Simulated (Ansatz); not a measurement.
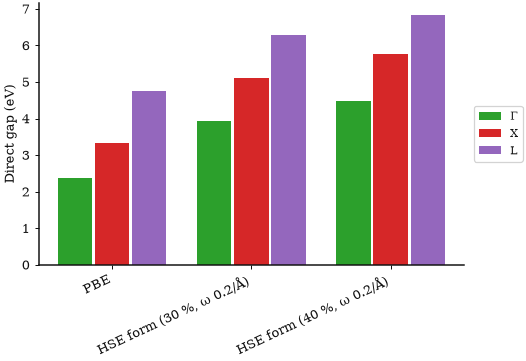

Direct gap at each named k point, by several methods on one cell of rocksalt GaN, space group Fm-3m, 2 atoms in the primitive cell; cubic a = 4.270 Å. All runs are without spin-orbit coupling and carry no moments. The smallest gap is indirect or lies off these points.

### How do the methods rank at Γ?

From low to high: PBE 2.38, HSE form (30 %, ω 0.2/Å) 3.92, HSE form (40 %, ω 0.2/Å) 4.49 eV.

```csv
method,program,Γ (eV),X (eV),L (eV)
PBE,Ansatz (PAW made for the crystal),2.38,3.33,4.74
"HSE form (30 %, ω 0.2/Å)",Ansatz,3.92,5.12,6.28
"HSE form (40 %, ω 0.2/Å)",Ansatz,4.49,5.77,6.82
```

Settings. PBE: PAW data sets made for the crystal, 8×8×8 k mesh, Fermi-Dirac smearing of 0.05 eV (Ansatz). HSE form (30 %, ω 0.2/Å): Ansatz PAW, 6×6×6 k mesh, 420 eV cutoff, Fermi-Dirac smearing of 0.05 eV (Ansatz 0.2.0). HSE form (40 %, ω 0.2/Å): Ansatz PAW, 6×6×6 k mesh, 420 eV cutoff, Fermi-Dirac smearing of 0.05 eV (Ansatz).

These are three of the 14 methods that were run on this cell. The runs come from different bases and meshes, which adds differences of its own. The usual form of GaN is wurtzite. HSE form (30 %, ω 0.2/Å) and HSE form (40 %, ω 0.2/Å): the k mesh is coarse, so the values aren't converged, least of all with exact exchange. HSE form (30 %, ω 0.2/Å) and HSE form (40 %, ω 0.2/Å): the PAW data sets were made with another functional. LDA, GGA and most meta-GGA functionals understate gaps. HSE form (40 %, ω 0.2/Å): so large a share of exact exchange usually overstates gaps. Over all k points computed the smallest gap is 0.43 eV in PBE, 1.91 eV in HSE form (30 %, ω 0.2/Å) and 2.47 eV in HSE form (40 %, ω 0.2/Å), from the valence top at a point off the named ones to the conduction bottom at X.
